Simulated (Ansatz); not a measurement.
# Hf/AlN/Zr: conductance against the thickness of the layer, part 4 of 6

Wanted: T(E), the conductance and its decay constant for Hf/AlN/Zr. The lower electrode is Hf hcp(0001), the upper one Zr hcp(0001); the barrier is AlN zinc blende(111) (whole bilayers). In the first transport cell, after relaxation, the nearest pair of electrode and barrier is Hf–N at 2.10 Å, along the normal, at the lower face and Zr–Al at 3.28 Å, at a slant, at the upper one. All share a net of side 3.2 Å, which strains the lower electrode by +0.0 %, the upper one by -0.9 % and the barrier by +2.9 %, against typed lattice constants near PBE's. The first steps treat the bulk electrodes alone.

Ansatz 0.2.0; PBE DFT, plane waves, PAW files (the session's first sound run).

So far, transmission at the Fermi level (a spin, zone mean): step 5 (T(E) of the junction) 9.5e-4. Also channels of the lower lead: step 5 0.708.

## 6. Conductance on a fine mesh, atomic planes in the barrier 4, gap between the electrodes 7.97 Å

Level of this step: PBE DFT, plane waves, PAW files; ballistic transmission by layer matching between semi-infinite leads (Ansatz).

System of this step: Hf/AlN/Zr. The cell holds 26 atoms: 11 Hf, 2 N, 2 Al and 11 Zr. Cell: a = 3.200 Å, b = 3.200 Å, c = 73.461 Å, α = 90.0°, β = 90.0°, γ = 120.0°. Regions: left electrode, 11 atoms (11 Hf); barrier, 4 atoms (2 N and 2 Al); right electrode, 11 atoms (11 Zr). Vacuum lies along c.

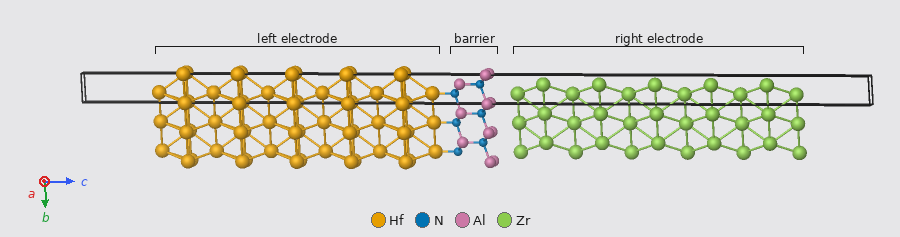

The cell of this step (hafnium orange, nitrogen blue, aluminium pink, zirconium green). Bonds to atoms that aren't drawn are left out. 1×3×1 cells are drawn. Some periodic images of atoms are drawn too.

The conductance needs T(E) within ten thermal energies of the Fermi level, on steps under 1.5 kT, and a finer mesh (30×30), since the current can rest on few wavevectors.

Contents of input.yaml:

```yaml
crystal:
  lattice:
    - [3.2, 0.0, 0.0]
    - [-1.6, 2.7712812921, 0.0]
    - [0.0, 0.0, 73.4612912302]
  atoms:
    - { symbol: Hf, position: [0.33333333, 0.66666667, 0.0952882788] }
    - { symbol: Hf, position: [0.0, 0.0, 0.1298546408] }
    - { symbol: Hf, position: [0.33333333, 0.66666667, 0.1644210029] }
    - { symbol: Hf, position: [0.0, 0.0, 0.1989873649] }
    - { symbol: Hf, position: [0.33333333, 0.66666667, 0.233553727] }
    - { symbol: Hf, position: [0.0, 0.0, 0.268120089] }
    - { symbol: Hf, position: [0.33333333, 0.66666667, 0.3026864511] }
    - { symbol: Hf, position: [0.0, 0.0, 0.3372528131] }
    - { symbol: Hf, position: [0.33333333, 0.66666667, 0.3718191752] }
    - { symbol: Hf, position: [0.0, 0.0, 0.4063855372] }
    - { symbol: Hf, position: [0.33333333, 0.66666667, 0.4422782441] }
    - { symbol: "N", position: [0.33333333, 0.66666667, 0.4708227701] }
    - { symbol: Al, position: [0.66666667, 0.33333333, 0.4788223372] }
    - { symbol: "N", position: [0.66666667, 0.33333333, 0.5047188462] }
    - { symbol: Al, position: [0.0, 0.0, 0.5138162223] }
    - { symbol: Zr, position: [0.33333333, 0.66666667, 0.5507582933] }
    - { symbol: Zr, position: [0.66666667, 0.33333333, 0.5850584952] }
    - { symbol: Zr, position: [0.33333333, 0.66666667, 0.6205755203] }
    - { symbol: Zr, position: [0.66666667, 0.33333333, 0.6560925454] }
    - { symbol: Zr, position: [0.33333333, 0.66666667, 0.6916095706] }
    - { symbol: Zr, position: [0.66666667, 0.33333333, 0.7271265957] }
    - { symbol: Zr, position: [0.33333333, 0.66666667, 0.7626436208] }
    - { symbol: Zr, position: [0.66666667, 0.33333333, 0.7981606459] }
    - { symbol: Zr, position: [0.33333333, 0.66666667, 0.833677671] }
    - { symbol: Zr, position: [0.66666667, 0.33333333, 0.8691946961] }
    - { symbol: Zr, position: [0.33333333, 0.66666667, 0.9047117212] }
kpoints:
  mp_grid: { grid: [12, 12, 1] }
scf:
  occupations: { method: fermi_dirac, width: 0.1 }
  max_iter: 150
hamiltonian:
  xc: pbe
output:
  transmission:
    kmesh: [30, 30]
    e_range: [-0.26, 0.27]
    de: 0.0375
    leads: [[4, 6], [20, 22]]
```

On the command line:

```
ansatz run input.yaml --threads 4 --pin off --max-ram 10240MiB --backend cpu --events-out ev --progress --plain --runs-dir out
```

Numbers of over 12 decimals in the logs are rounded to 6 here.

Output:

```text
[...]
Crystal: 26 atoms, lattice volume = 651.462 Å³
Basis set: ecut = 420 eV, 12893 PW (Γ)
Bands: 261, of which v1, the nominal top of the filled ones, is band 217 counted from 1 (216 counted from 0)
Symmetry: 6 space group operations
[...]
k-points: 19 of 144 (time reversal used)
[...]
SCF iter   1: F=—  HF=-220803.295447 eV  |F-HF|=—  |Δ(HF+E_count)|=         —  Δρ=1.05e-2  dr2=2.85e2  ethr=1.77e-3  ⟨swp⟩=5.7  Hψ=17503  notcnv=0  defer=5
[...]
SCF iter  10: F=-220802.802949 eV  HF=-220802.802949 eV  |F-HF|=4.09e-8  |Δ(HF+E_count)|=   4.00e-8  Δρ=1.05e-6  dr2=4.70e-8  ethr=2.30e-11  ⟨swp⟩=13.1  Hψ=16509  notcnv=0
SCF 1 converged in 10 iterations: F = -220802.802949 eV  dr2 = 4.70e-8
[...]
transmission: 538 of 5278 steps passed
transmission: 1060 of 5278 steps passed
[...]
transmission: 5278 of 5278 steps passed
SCF converged after 10 iterations
Free energy (F): -220802.802949 eV
[...]
Internal energy: -220801.979448 eV  (E = F + TS)
E sigma→0 (E₀):  -220802.391198 eV
Entropy (-TS):   -0.823501 eV (-31.673 meV/atom)
Fermi energy:    12.954939 eV
[...]
--- Band table (eV; the first three rows and the last of 19) ---
  k-point 0: bands = [... 213 lower, 13.7625, 13.7625, 13.7694, 13.7694, 13.8175, 13.8175, 13.8311, 13.8332, ... 40 higher]
  k-point 1: bands = [... 213 lower, 13.5086, 13.5531, 13.5811, 13.6409, 13.6540, 13.6791, 13.6971, 13.7231, ... 40 higher]
  k-point 2: bands = [... 213 lower, 13.0261, 13.0550, 13.1354, 13.1912, 13.2550, 13.2658, 13.3259, 13.3327, ... 40 higher]
  k-point 18: bands = [... 213 lower, 12.0671, 12.2404, 12.5221, 12.7752, 12.8205, 12.8251, 12.9276, 12.9697, ... 40 higher]
--- Transmission ---
  basis      : 85 plane waves across, 58 finite elements along
  points     : 91, standing for a mesh of 30 x 30
  filling    : by the input's occupations and mesh, since the crystals that have channels conduct as metals do. If one of these is a semiconductor, that mesh has misplaced its level
[...]
filled         : 25.5 meV under the level at which it is neutral
    channels       : 6.733333e-1 a spin
    conductance    : 5.8186e14 S/m² at 300 K; may be off by some 0.1 % by where its bands' edges are placed, 7.5 % from the k-mesh, 1.9 % from the distance to neutral
    slowest decay  : 0.0548 /Å at (0.2000, 0.0000)
[...]
filled         : 40.5 meV under the level at which it is neutral
    channels       : 6.688889e-1 a spin
[...]
slowest decay  : 0.0307 /Å at (0.2000, 0.2000)
  junction   : crystal 0 to crystal 1, 20.27 to 50.20 Å
    transmission   : 1.638188e-2 a spin
    conductance    : 1.4289e13 S/m² at 300 K (1.4994e13 on every other point, 1.4304e13 on every other energy)
    error estimate : 0.1 % from the energy spacing and 6.6 % from band edges of the leads and from resonances (wavevectors taken as independent; lower de), 16.0 % from the k-mesh, 41.3 % from the steps of its leads' Hamiltonians or their offsets (lay more layers), 16.7 % from the distance to neutral
    resistance     : 6.8292e-2 Ω µm² beyond half of each lead's own
```

Run time: 9.8 min. Hardware: 4 threads of Arm Neoverse V1, shared host; peak memory 4.7 GiB; 27 min of CPU time.

Numbers from this step:

| Quantity | Value |
| --- | --- |
| free energy | -220802.8029 eV |
| Fermi energy | 12.95 eV |
| transmission at the Fermi level (a spin, zone mean) | 0.01638 |
| channels of the lower lead | 0.6733 |
| channels of the upper lead | 0.6689 |
| potential step in the lower lead | 32.2 meV |
| ballistic conductance of the lower lead | 5.82e14 S/m² |
| potential step in the upper lead | 19.4 meV |
| ballistic conductance of the upper lead | 6.00e14 S/m² |
| junction conductance | 1.43e13 S/m² |
| error estimates by source, in the log's order | 0.1, 6.6, 16, 41.3, 16.7 % |
| resistance-area product beyond the leads | 0.06829 Ω um² |

One spin. Transmission, zone mean against energy, zero at the Fermi level:

| energy (eV) | transmission, zone mean |
| --- | --- |
| -0.260 | 0.0172 |
| -0.223 | 0.0167 |
| -0.185 | 0.0162 |
| -0.147 | 0.0149 |
| -0.110 | 0.0135 |
| -0.072 | 0.0132 |
| -0.035 | 0.0140 |
| 0.003 | 0.0164 |
| 0.040 | 0.0180 |
| 0.077 | 0.0224 |
| 0.115 | 0.0272 |
| 0.152 | 0.0280 |
| 0.190 | 0.0294 |
| 0.228 | 0.0344 |
| 0.265 | 0.0345 |

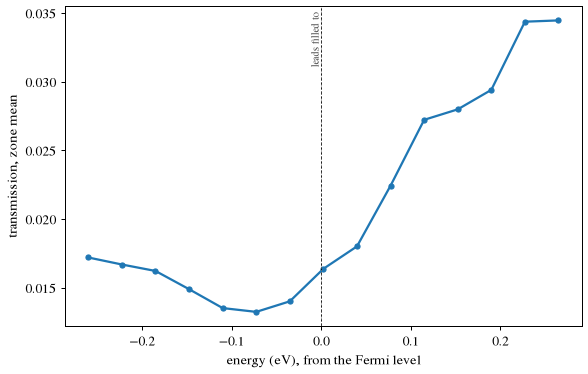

Transmission, zone mean against energy.

One spin. Table of open channels, zone mean by energy, zero at the Fermi level:

| energy (eV) | lower lead | upper lead |
| --- | --- | --- |
| -0.260 | 0.513 | 0.49 |
| -0.223 | 0.52 | 0.49 |
| -0.185 | 0.618 | 0.543 |
| -0.147 | 0.618 | 0.51 |
| -0.110 | 0.644 | 0.55 |
| -0.072 | 0.624 | 0.573 |
| -0.035 | 0.64 | 0.629 |
| 0.003 | 0.673 | 0.669 |
| 0.040 | 0.68 | 0.78 |
| 0.077 | 0.707 | 0.873 |
| 0.115 | 0.72 | 0.98 |
| 0.152 | 0.792 | 1.07 |
| 0.190 | 0.887 | 1.24 |
| 0.228 | 0.953 | 1.37 |
| 0.265 | 1.04 | 1.32 |

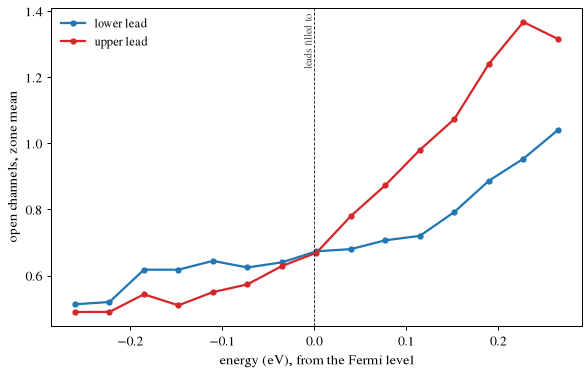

Open channels, zone mean, plotted against energy.

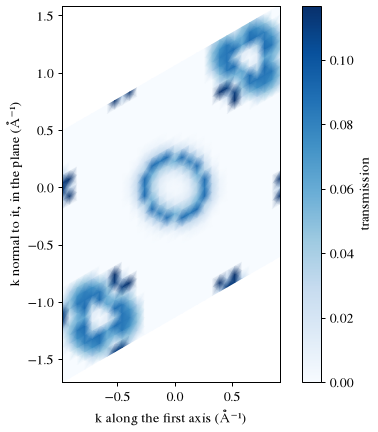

Transmission over k1 and k2. At 0.0025 eV from the Fermi level.

G = 1.4e13 S/m² (1/G = 0.0700 Ω µm²). The largest error estimate is 41 %, from the leads' potential steps. In the worse lead the potential repeats within 32 meV, which the program flags as too much for a lead, so G carries that doubt. By hand, Landauer's formula with T at one energy: G = (e²/h) ΣT / A = 3.874e-5 S × 0.0328 / 8.868 Å² = 1.4e13 S/m², with T summed over both spins. The printed value averages T over the Fermi window and is 1.00 times this.

## 7. Conductance on a fine mesh, 28 atoms

System of this step: Hf/AlN/Zr. The cell holds 28 atoms: 11 Hf, 3 N, 3 Al and 11 Zr. Cell: a = 3.200 Å, b = 3.200 Å, c = 75.984 Å, α = 90.0°, β = 90.0°, γ = 120.0°. Regions: left electrode, 11 atoms (11 Hf); barrier, 6 atoms (3 N and 3 Al); right electrode, 11 atoms (11 Zr). Vacuum lies along c.

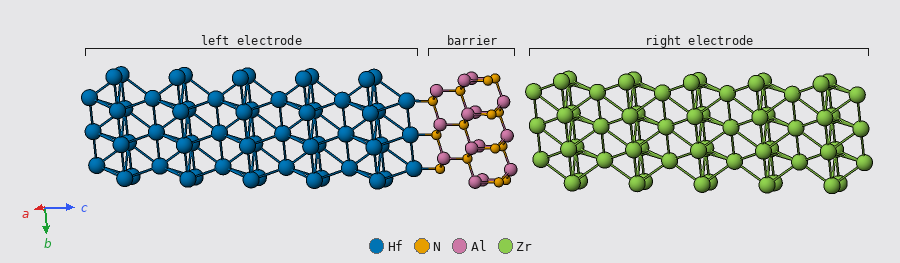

The cell of this step (hafnium blue, nitrogen orange, aluminium pink, zirconium green). 1×3×1 cells are drawn. Some periodic images of atoms are drawn too.

Barrier layers are added or taken out in the middle, and the relaxed faces stay.

Contents of input.yaml:

```yaml
crystal:
  lattice:
    - [3.2, 0.0, 0.0]
    - [-1.6, 2.7712812921, 0.0]
    - [0.0, 0.0, 75.9840169471]
  atoms:
    - { symbol: Hf, position: [0.33333333, 0.66666667, 0.0921246373] }
    - { symbol: Hf, position: [0.0, 0.0, 0.1255433705] }
    - { symbol: Hf, position: [0.33333333, 0.66666667, 0.1589621037] }
    - { symbol: Hf, position: [0.0, 0.0, 0.1923808368] }
    - { symbol: Hf, position: [0.33333333, 0.66666667, 0.22579957] }
    - { symbol: Hf, position: [0.0, 0.0, 0.2592183032] }
    - { symbol: Hf, position: [0.33333333, 0.66666667, 0.2926370364] }
    - { symbol: Hf, position: [0.0, 0.0, 0.3260557696] }
    - { symbol: Hf, position: [0.33333333, 0.66666667, 0.3594745028] }
    - { symbol: Hf, position: [0.0, 0.0, 0.392893236] }
    - { symbol: Hf, position: [0.33333333, 0.66666667, 0.4275942784] }
    - { symbol: "N", position: [0.33333333, 0.66666667, 0.4551911049] }
    - { symbol: Al, position: [0.66666667, 0.33333333, 0.4629250804] }
    - { symbol: "N", position: [0.66666667, 0.33333333, 0.4879618062] }
    - { symbol: Al, position: [0.0, 0.0, 0.4961294796] }
    - { symbol: "N", position: [0.0, 0.0, 0.5211625479] }
    - { symbol: Al, position: [0.33333333, 0.66666667, 0.5299578843] }
    - { symbol: Zr, position: [0.66666667, 0.33333333, 0.5656734511] }
    - { symbol: Zr, position: [0.0, 0.0, 0.5988348609] }
    - { symbol: Zr, position: [0.66666667, 0.33333333, 0.6331726945] }
    - { symbol: Zr, position: [0.0, 0.0, 0.667510528] }
    - { symbol: Zr, position: [0.66666667, 0.33333333, 0.7018483615] }
    - { symbol: Zr, position: [0.0, 0.0, 0.7361861951] }
    - { symbol: Zr, position: [0.66666667, 0.33333333, 0.7705240286] }
    - { symbol: Zr, position: [0.0, 0.0, 0.8048618621] }
    - { symbol: Zr, position: [0.66666667, 0.33333333, 0.8391996957] }
    - { symbol: Zr, position: [0.0, 0.0, 0.8735375292] }
    - { symbol: Zr, position: [0.66666667, 0.33333333, 0.9078753627] }
kpoints:
  mp_grid: { grid: [12, 12, 1] }
scf:
  occupations: { method: fermi_dirac, width: 0.1 }
  max_iter: 150
hamiltonian:
  xc: pbe
output:
  transmission:
    kmesh: [30, 30]
    e_range: [-0.26, 0.27]
    de: 0.0375
    leads: [[4, 6], [22, 24]]
```

Output:

```text
[...]
Crystal: 28 atoms, lattice volume = 673.834 Å³
Basis set: ecut = 420 eV, 13333 PW (Γ)
Bands: 266, of which v1, the nominal top of the filled ones, is band 221 counted from 1 (220 counted from 0)
Symmetry: 6 space group operations
[...]
k-points: 19 of 144 (time reversal used)
[...]
SCF iter   1: F=—  HF=-221727.450979 eV  |F-HF|=—  |Δ(HF+E_count)|=         —  Δρ=1.03e-2  dr2=2.97e2  ethr=1.77e-3  ⟨swp⟩=5.8  Hψ=18112  notcnv=0  defer=13
[...]
SCF iter  11: F=-221726.952925 eV  HF=-221726.952925 eV  |F-HF|=1.34e-8  |Δ(HF+E_count)|=   4.25e-9  Δρ=5.71e-7  dr2=1.72e-8  ethr=2.26e-11  ⟨swp⟩=3.1  Hψ=10101  notcnv=0
SCF 1 converged in 11 iterations: F = -221726.952925 eV  dr2 = 1.72e-8
[...]
transmission: 583 of 5733 steps passed
transmission: 1150 of 5733 steps passed
[...]
transmission: 5733 of 5733 steps passed
SCF converged after 11 iterations
Free energy (F): -221726.952925 eV
[...]
Internal energy: -221726.130821 eV  (E = F + TS)
E sigma→0 (E₀):  -221726.541873 eV
Entropy (-TS):   -0.822104 eV (-29.361 meV/atom)
Fermi energy:    12.805603 eV
[...]
--- Band table (eV; the first three rows and the last of 19) ---
  k-point 0: bands = [... 217 lower, 13.6133, 13.6133, 13.6203, 13.6203, 13.6686, 13.6686, 13.6824, 13.6843, ... 41 higher]
  k-point 1: bands = [... 217 lower, 13.3587, 13.4040, 13.4322, 13.4920, 13.5047, 13.5298, 13.5482, 13.5737, ... 41 higher]
  k-point 2: bands = [... 217 lower, 12.8775, 12.9056, 12.9863, 13.0413, 13.1062, 13.1158, 13.1765, 13.1800, ... 41 higher]
  k-point 18: bands = [... 217 lower, 11.9321, 12.0911, 12.3725, 12.6251, 12.6713, 12.6750, 12.7775, 12.8207, ... 41 higher]
--- Transmission ---
  basis      : 85 plane waves across, 63 finite elements along
  points     : 91, standing for a mesh of 30 x 30
[...]
filled         : 24.0 meV under the level at which it is neutral
    channels       : 6.733333e-1 a spin
[...]
slowest decay  : 0.0560 /Å at (0.2000, 0.0000)
[...]
filled         : 40.6 meV under the level at which it is neutral
    channels       : 6.688889e-1 a spin
[...]
slowest decay  : 0.0308 /Å at (0.2000, 0.2000)
  junction   : crystal 0 to crystal 1, 19.12 to 52.72 Å
    transmission   : 1.193352e-3 a spin
[...]
resistance     : 9.3202e-1 Ω µm² beyond half of each lead's own
```

Elapsed: 10 min, on 4 threads; peak memory 4.8 GiB.

This step gave:

* free energy: -221726.9529 eV
* Fermi energy: 12.81 eV
* transmission at the Fermi level (a spin, zone mean): 0.001193
* potential step in the lower lead: 87 meV
* potential step in the upper lead: 20.1 meV
* junction conductance: 1.07e12 S/m²
* error estimates by source, in the log's order: 0.5, 8.7, 10.4, 74.1, 6.2 %
* resistance-area product beyond the leads: 0.9320 Ω um²

One spin. Transmission, zone mean against energy, zero at the Fermi level:

| energy (eV) | transmission, zone mean |
| --- | --- |
| -0.260 | 0.00261 |
| -0.223 | 0.00255 |
| -0.185 | 0.00238 |
| -0.147 | 0.00198 |
| -0.110 | 0.00163 |
| -0.072 | 0.00144 |
| -0.035 | 0.00132 |
| 0.003 | 0.00119 |
| 0.040 | 0.00111 |
| 0.077 | 0.00106 |
| 0.115 | 0.00113 |
| 0.152 | 0.00141 |
| 0.190 | 0.00199 |
| 0.228 | 0.00254 |
| 0.265 | 0.00426 |

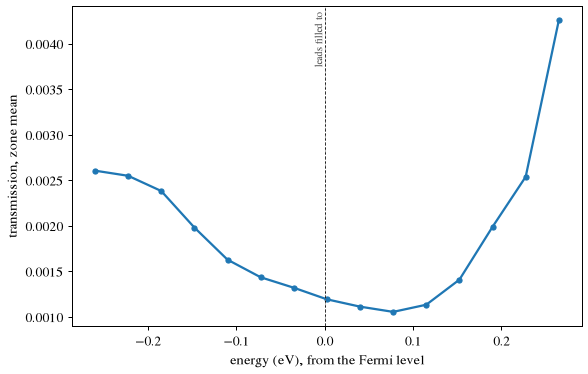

Transmission, zone mean, plotted against energy.

One spin. Open channels, zone mean against energy, zero at the Fermi level:

| energy (eV) | lower lead | upper lead |
| --- | --- | --- |
| -0.260 | 0.513 | 0.49 |
| -0.223 | 0.52 | 0.49 |
| -0.185 | 0.618 | 0.543 |
| -0.147 | 0.618 | 0.51 |
| -0.110 | 0.644 | 0.55 |
| -0.072 | 0.624 | 0.573 |
| -0.035 | 0.64 | 0.629 |
| 0.003 | 0.673 | 0.669 |
| 0.040 | 0.68 | 0.78 |
| 0.077 | 0.707 | 0.86 |
| 0.115 | 0.72 | 0.98 |
| 0.152 | 0.792 | 1.06 |
| 0.190 | 0.873 | 1.24 |
| 0.228 | 0.967 | 1.37 |
| 0.265 | 1.04 | 1.32 |

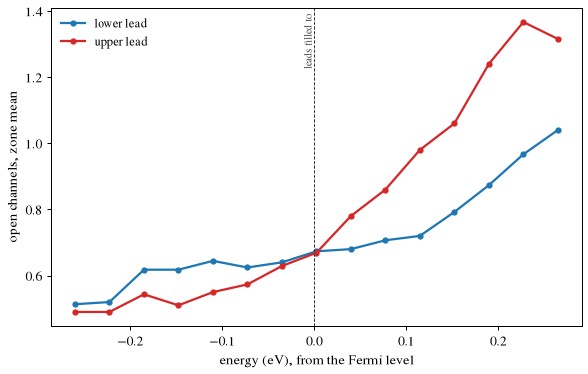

Open channels, zone mean, plotted against energy.

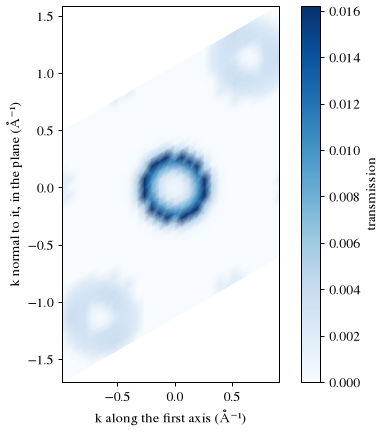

Transmission over k1 and k2. At 0.0025 eV from the Fermi level.

G = 1.1e12 S/m² (1/G = 0.934 Ω µm²), 0.075 times the step before of this kind. The largest error estimate is 74 %, from the leads' potential steps. In the worse lead the potential repeats within 87 meV, which the program flags as too much for a lead, so G carries that doubt.

(Part 4 of 6 ends here.)

[Logs are printed without paths, hosts, clocks, repeated set-up lines and the standing remarks that a program may print on its own settings, such as how far it seeks lower states.]

[Hosts, paths, dates, database ids (printed as entryN), source tags and the programs' standing remarks are cut or masked in the printed files.]
